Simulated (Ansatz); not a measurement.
**Run report: Ti, single-point calculation**

System: Ti (2 atoms in the cell).
Method: DFT PBEsol, scalar-relativistic, plane waves, PAW, no spin polarisation (Ansatz 0.2.0).

The structure derives from a Materials Project entry. Figures and captions count atoms from 1; the log counts them from 0 in places.

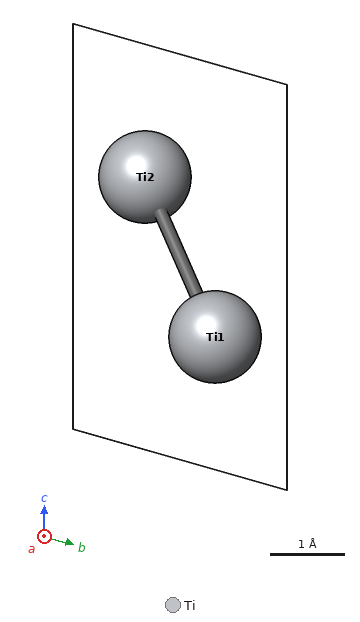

Figure 1. The input geometry (ball-and-stick view of the reduced cell, along the a axis; atoms are numbered from 1 in the order of the input).

## Results in brief

| quantity | value |
| --- | --- |
| outcome | converged |
| electrons treated | 24 |
| free energy | −4946.6522 eV |
| Fermi energy | 8.716 eV |
| gap on the k-point mesh | none (metallic) |
| largest force (length of the vector) | 0.036 eV/Å |
| hardware | 1 thread of Arm Neoverse V2, 24 GiB of memory available, shared host |
| wall time | 24 s |
| peak memory | 0.51 GiB |

## Input file
```yaml
crystal:
  lattice:
    - [-1.51051266, 1.51051266, 5.292171]
    - [1.51051266, -1.51051266, 5.292171]
    - [1.51051266, 1.51051266, -5.292171]
  atoms:
    - { symbol: Ti, position: [0.66373998, 0.66373998, 0.0] }
    - { symbol: Ti, position: [0.33626002, 0.33626002, 0.0] }
basis:
  ecutwfc: 420
  fft_grid_basis: typed
kpoints:
  mp_grid: { grid: [16, 16, 16] }
hamiltonian:
  xc: pbesol
scf:
  occupations: { method: gaussian, width: 0.1 }
output:
  forces: true
  stress: true
  eigenvalues: true
  bader: true
  write_density: true
  volumetric_format: npy
```

Launch command:
```bash
ansatz run input.yaml --threads 1 --pin off --max-ram 2560MiB --backend cpu --events-out ev --progress --plain --runs-dir out
```

## Log
```
Engine: ansatz 0.2.0, aarch64-unknown-linux-gnu
Pseudopotentials: kind: paw
Pseudopotential: Ti, paw, valence charge 12, recommended cutoff 420 eV (normal), Ti.paw.azcp
Functional definition: PBEsol
  exchange = pbesol_x
  correlation = pbesol_c
Crystal: 2 atoms, lattice volume = 48.299 Å³
Basis set: ecut = 420 eV, 925 PW (Γ), exchange–correlation on 80×80×80 points (8 copies of the dense FFT grid, shifted against one another)
Bands: 16, of which v1, the nominal top of the filled ones, is band 12 counted from 1 (11 counted from 0)
Symmetry: 16 space group operations
Space group: I4/mmm (ITA 139), of the structure as read, at distance tolerance 3.6e-5 Å
k-points: 349 of 4096
Non-local potential: Ti, projectors of the file, l = 0: 3, l = 1: 2, l = 2: 3, l = 3: 1
PAW form: soft (Blöchl's): semilocal exchange-correlation on the pseudo side does not see the compensation charge
PAW frozen core: Ti, regenerated for the run's functional, and the local potential with it (the file was generated under x = pbe(κ = 0.804, μ = 0.2195149727645171), c = pbe(β = 0.06672455060314922))
PAW one-centre angular grid: Ti, 590 points (default); XC on 64 Gauss nodes
Initial density: superposition of atomic densities (neutral atoms: chi_scale 0, normalization atom), corrected by the library's trained network
Initial wavefunctions: pseudopotential atomic-orbital guess
Functional: x = pbesol(κ = 0.804, μ = 0.12345679012345678), c = pbesol(β = 0.046)
SCF iter   1: F=—  HF=-4946.659703 eV  |F-HF|=—  |Δ(HF+E_count)|=         —  Δρ=9.07e-3  dr2=2.91e-2  ethr=1.77e-3  ⟨swp⟩=3.6  Hψ=20914  notcnv=0
preconditioner: auto → Kerker (q_TF=auto, 2.428 Å⁻¹)  [metal: Δε(μ)=0.009 eV  Ē_g=2.444 eV  σ=0.100 eV  W_gap=0.05  n_scr=12 (ndim 8)  ℏωp=15.1 eV  f_vac=0.000  D(μ)=0.84/eV (n_scr^D=2)]
SCF iter   2: F=—  HF=-4946.652998 eV  |F-HF|=—  |Δ(HF+E_count)|=   6.71e-3  Δρ=3.88e-3  dr2=4.81e-3  ethr=1.21e-4  ⟨swp⟩=2.6  Hψ=11228  notcnv=0
SCF iter   3: F=—  HF=-4946.652205 eV  |F-HF|=—  |Δ(HF+E_count)|=   7.93e-4  Δρ=9.54e-4  dr2=3.67e-4  ethr=2.00e-5  ⟨swp⟩=2.1  Hψ=6815  notcnv=0
SCF iter   4: F=—  HF=-4946.652202 eV  |F-HF|=—  |Δ(HF+E_count)|=   3.15e-6  Δρ=1.90e-4  dr2=2.59e-5  ethr=1.53e-6  ⟨swp⟩=2.0  Hψ=6652  notcnv=0
SCF iter   5: F=—  HF=-4946.652201 eV  |F-HF|=—  |Δ(HF+E_count)|=   5.32e-7  Δρ=5.02e-5  dr2=1.97e-6  ethr=1.08e-7  ⟨swp⟩=2.0  Hψ=6433  notcnv=0
SCF iter   6: F=—  HF=-4946.652201 eV  |F-HF|=—  |Δ(HF+E_count)|=   1.12e-7  Δρ=1.54e-5  dr2=1.61e-7  ethr=8.21e-9  ⟨swp⟩=1.8  Hψ=6141  notcnv=0
SCF iter   7: F=-4946.652201 eV  HF=-4946.652201 eV  |F-HF|=1.42e-9  |Δ(HF+E_count)|=   1.93e-9  Δρ=3.77e-6  dr2=6.83e-9  ethr=4.17e-10  ⟨swp⟩=4.2  Hψ=16980  notcnv=0
SCF 1 converged in 7 iterations: F = -4946.652201 eV  dr2 = 6.83e-9
  greatest PAW one-centre occupation: 0.999 electrons in one spin orbital (limit 2), on the Ti atom at site 1 (counted from 0), in its partial waves of l = 0
```

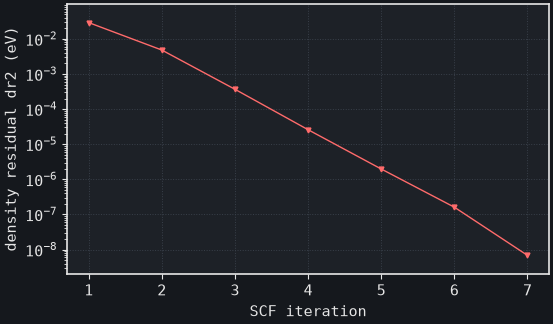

Figure 2. Convergence of the self-consistent field: density residual dr2 against the SCF iteration. The residual falls at every step.

```
SCF converged after 7 iterations
Free energy (F): -4946.652201 eV
Harris-Foulkes:  -4946.652201 eV  (|F-HF|=1.42e-9)
Internal energy: -4946.648087 eV  (E = F + TS)
E sigma→0 (E₀):  -4946.650144 eV
Entropy (-TS):   -0.004114 eV (-2.057 meV/atom)
Fermi energy:    8.715733 eV
--- Per-component energies (eV) ---
  E_band       = -427.638245
  E_kinetic    = 537.367979
  E_local      = -2300.337591  (includes V_loc(G=0)·N_el)
  E_nonlocal   = 19.779234
  E_hartree    = 947.190396
  E_xc         = -189.844787
  E_vxc        = -238.261918  (∫ρ·V_xc dr)
  E_paw        = -2044.710809  (= ΣΔE_a)
  E_vpaw       = -340.564553  (= ΣTr[D̂ρ^β])
  E_aug_tail   = 0.000239  (compensation charges beyond the density's cutoff)
  E_ewald      = -1916.371515
  E_core_change = 0.278769  (= ΣΔE_core)
  E_smearing   = -0.004114  (= −TS)
  E_closure    = 0.000000  (closes the sum)
  Σ components = -4946.652201   (vs F -4946.652201, Δ=0.00e0)
--- Forces (eV/Å), atoms counted from 1 ---
  atom   1  Ti     0.00000000    -0.00000000    -0.03592262
  atom   2  Ti     0.00000000    -0.00000000     0.03592262
  max |Σ_I F_I| component: 6.94e-18 eV/Å
--- Stress (GPa, compression-positive) ---
      -15.172725       0.000000       0.000000
        0.000000     -15.172725       0.000000
        0.000000      -0.000000      -9.033795
  P = ⅓ Tr σ = -13.1264 GPa (-131.264 kbar)
--- Band table (eV; the first three rows and the last of 349) ---
  k-point 0: bands = ["-48.1684", "-48.0482", "-24.6157", "-24.4307", "-24.4307", "-24.2519", "-24.2398", "-24.2398", "3.5243", "6.5600", "7.2703", "8.3735", "9.0225", "9.7688", "9.7688", "10.6266"]
  k-point 1: bands = ["-48.1642", "-48.0484", "-24.6143", "-24.4428", "-24.4411", "-24.2515", "-24.2461", "-24.2436", "3.6735", "6.6817", "7.3264", "8.3820", "9.0498", "9.7212", "9.7321", "10.4078"]
  k-point 2: bands = ["-48.1522", "-48.0492", "-24.6116", "-24.4707", "-24.4687", "-24.2831", "-24.2640", "-24.2286", "4.1093", "7.0270", "7.4835", "8.3665", "9.1278", "9.5941", "9.6437", "10.0232"]
  k-point 348: bands = ["-48.1662", "-48.0504", "-24.5852", "-24.4327", "-24.4327", "-24.2838", "-24.2377", "-24.2377", "4.4445", "5.4668", "7.2018", "7.5106", "9.1338", "9.6016", "9.6016", "10.6389"]
--- Bader charges: 2 sites ---
  site symbol  charge [e]  shift [e] shared [e]
     0     Ti      0.0274     0.0000     0.0000
     1     Ti      0.0274     0.0000     0.0000
  maxima off the nuclei: 2, with 0.0547 electrons
  on the straight line to a nucleus their density falls by 4.9e-4 of itself; PAW files or a low cutoff
  can make one that falls by little (a run on other files and one at a higher cutoff tell): if they did, read the shared
  charge, to which what the maxima have on the atom's side is counted
  estimated error of the sums over rays = 5.0e-4 e
```
